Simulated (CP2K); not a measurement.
**Energy of Hf along an even scaling of the cell**

System: Hf (P6₃/mmc, 2 atoms in the cell).
Method: Kohn-Sham DFT of a periodic cell, PBE, GTH-PBE with UZH-TZVP basis, no spin polarisation (CP2K 2026.2).

The 6 runs differ only in the geometry, by an even scaling of the cell at fixed fractional positions. The structure derives from an entry of the Crystallography Open Database.

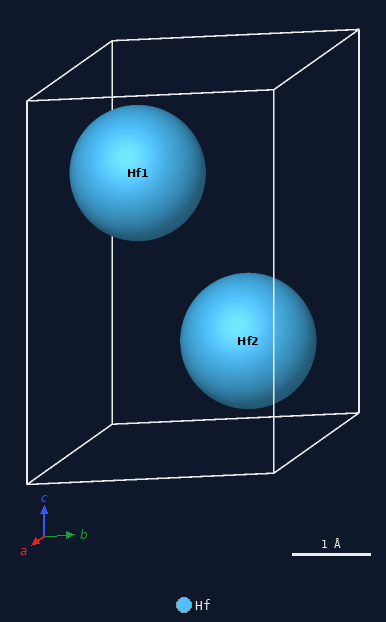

Figure 1. The structure of run 4 (spheres-only view of the cell of the calculation, seen slightly off an axis; atoms are numbered from 1 in the order of the input).

## Input of run 4
```
&GLOBAL
  PROJECT hf_eos
  RUN_TYPE ENERGY_FORCE
  PRINT_LEVEL LOW
&END GLOBAL
&FORCE_EVAL
  METHOD QS
  STRESS_TENSOR ANALYTICAL
  &DFT
    BASIS_SET_FILE_NAME BASIS_MOLOPT_UZH
    POTENTIAL_FILE_NAME POTENTIAL_UZH
    WFN_RESTART_FILE_NAME previous-RESTART.kp
    &MGRID
      CUTOFF 450
      REL_CUTOFF 60
      NGRIDS 5
    &END MGRID
    &QS
      METHOD GPW
      EPS_DEFAULT 1.0E-10
    &END QS
    &KPOINTS
      SCHEME MONKHORST-PACK 10 10 5
      GAMMA_CENTERED T
      SYMMETRY T
      SYMMETRY_BACKEND SPGLIB
    &END KPOINTS
    &SCF
      SCF_GUESS RESTART
      EPS_SCF 1.0E-6
      MAX_SCF 100
      ADDED_MOS 16
      CHOLESKY OFF
      EPS_EIGVAL 1.0E-7
      &DIAGONALIZATION ON
        ALGORITHM STANDARD
      &END DIAGONALIZATION
      &MIXING ON
        METHOD BROYDEN_MIXING
        ALPHA 0.4
        BETA 1.5
        NBUFFER 8
      &END MIXING
      &SMEAR ON
        METHOD FERMI_DIRAC
        ELECTRONIC_TEMPERATURE [K] 580.226
      &END SMEAR
    &END SCF
    &XC
      &XC_FUNCTIONAL
        &GGA_X_PBE
        &END GGA_X_PBE
        &GGA_C_PBE
        &END GGA_C_PBE
      &END XC_FUNCTIONAL
    &END XC
    &PRINT
      &KPOINTS ON
      &END KPOINTS
      &MULLIKEN ON
      &END MULLIKEN
      &MO ON
        ENERGIES T
        OCCUPATION_NUMBERS T
        &EACH
          QS_SCF 0
        &END EACH
        ADD_LAST NUMERIC
      &END MO
    &END PRINT
  &END DFT
  &SUBSYS
    &CELL
      A 3.2178708157 0.0000000000 0.0000000000
      B -1.6089354078 2.7867578725 0.0000000000
      C 0.0000000000 0.0000000000 5.0912963404
      PERIODIC XYZ
    &END CELL
    &COORD
      Hf  1.6089354080 0.9289192907 3.8184722553
      Hf  -0.0000000001 1.8578385818 1.2728240851
    &END COORD
    &KIND Hf
      BASIS_SET TZVP-MOLOPT-PBE-GTH-q12
      POTENTIAL GTH-PBE-q12
    &END KIND
    &PRINT
      &ATOMIC_COORDINATES ON
      &END ATOMIC_COORDINATES
      &CELL ON
      &END CELL
    &END PRINT
  &END SUBSYS
  &PRINT
    &FORCES ON
    &END FORCES
    &STRESS_TENSOR ON
    &END STRESS_TENSOR
  &END PRINT
&END FORCE_EVAL
```

Command:
```bash
OMP_NUM_THREADS=1 cp2k.psmp -i hf_eos.inp -o hf_eos.out
```

Run 3 differs from it as follows:
```diff
-      A 3.2178708157 0.0000000000 0.0000000000
-      B -1.6089354078 2.7867578725 0.0000000000
-      C 0.0000000000 0.0000000000 5.0912963404
+      A 3.1752449911 0.0000000000 0.0000000000
+      B -1.5876224956 2.7498428256 0.0000000000
+      C 0.0000000000 0.0000000000 5.0238540107
-      Hf  1.6089354080 0.9289192907 3.8184722553
-      Hf  -0.0000000001 1.8578385818 1.2728240851
+      Hf  1.5876224957 0.9166142751 3.7678905080
+      Hf  -0.0000000002 1.8332285505 1.2559635027
```

## Results, with one run withheld

```tsv
run	volume per atom (Å³)	free energy per atom, from the lowest run given (meV)	pressure (GPa)
1	21.037	35.87	8.30
2	21.485	16.97	5.57
3	21.933	?	?
4	22.828	0.00	−1.29
5	23.276	6.30	−3.19
6	23.723	17.66	−4.93
```

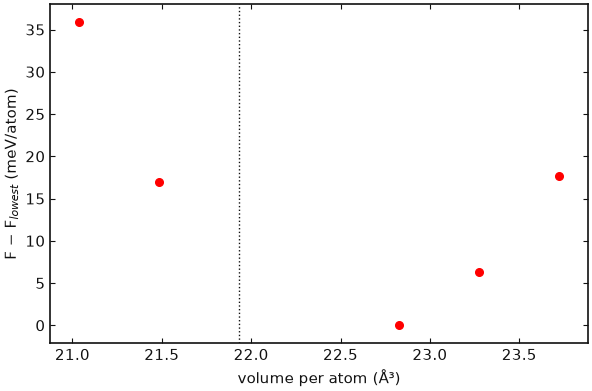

Figure 2. Free energy per atom of the runs given; the dotted line marks run 3.

Fit the runs given and predict run 3.

A cubic polynomial in V^(−2/3) (the Birch–Murnaghan form), fitted to the 5 runs given, misses them by at most 0.06 meV per atom. With x = V^(−2/3) − 0.12573 Å⁻², it reads F = −0.73992 + 1030.5 x + 1.0612e+06 x² − 6.4269e+06 x³ (meV per atom). At run 3 it gives 4.98 meV per atom, and the run itself gives 4.64. The slope of the fit gives a pressure −dF/dV of 3.10 GPa there, and the run prints 3.08 GPa. The fit has its minimum at 22.561 Å³ per atom, where V d²F/dV² gives 106 GPa. Cell shape and fractional positions are held, so this is the stiffness under even scaling; the relaxed bulk modulus wasn't computed.

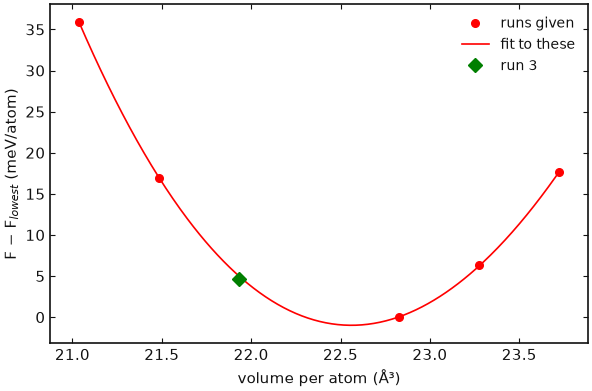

Figure 3. The fit and the withheld run.

## Some lines of the output (run 3)
```
[...]
 CELL| Volume [angstrom^3]:                                            43.865403
 CELL_REF| Volume [angstrom^3]:                                        43.865403
                        Smear method:                                FERMI_DIRAC
  Step     Update method      Time    Convergence         Total energy    Change
  Fermi energy:                                                 0.39112824959996
  Total energy:                                               -98.58110139366725
  Total energy (extrapolated to T->0):                        -98.58090904678551
 MO| E(Fermi):            0.391128 a.u.         10.643141 eV
```

Notes: Spin–orbit coupling is left out, which matters for Hf.
